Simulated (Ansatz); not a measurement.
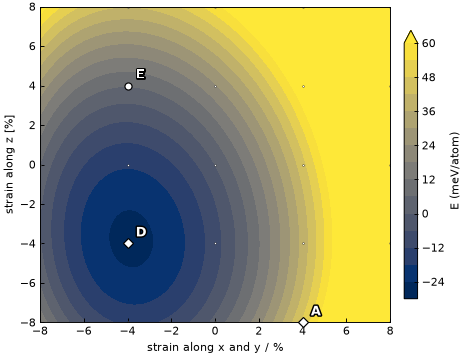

NaCl (Pm-3m, No. 221; 2 atoms in the cell). The cell is strained homogeneously, by one strain along x and y and another along z, with fractional coordinates fixed (x, y and z along the cube axes). The first coordinate is: strain along x and y; the second: strain along z. The scan uses a 5 × 5 grid. Energies: meV/atom, counted from the unstrained cell. The reference cell is the one listed in the database, not relaxed at this level. Computed with DFT LDA, scalar-relativistic, plane waves, PAW in Ansatz 0.2.0. Settings: cutoff 420 eV, k-mesh 6×6×6, gaussian smearing 0.05 eV, no spin polarisation.

The picture shows filled contours, dots at the grid points, one colour for all values above the top of the scale, lettered points. Between grid points the surface is interpolated.

> Is A the lowest point of the computed grid?

No. A lies 74 meV/atom above the lowest grid point, which is at strain along x and y = −4 %, strain along z = −4 %.

> Rank the lettered points by energy, lowest first.

D (−25 meV/atom), E (6 meV/atom), A (49 meV/atom).
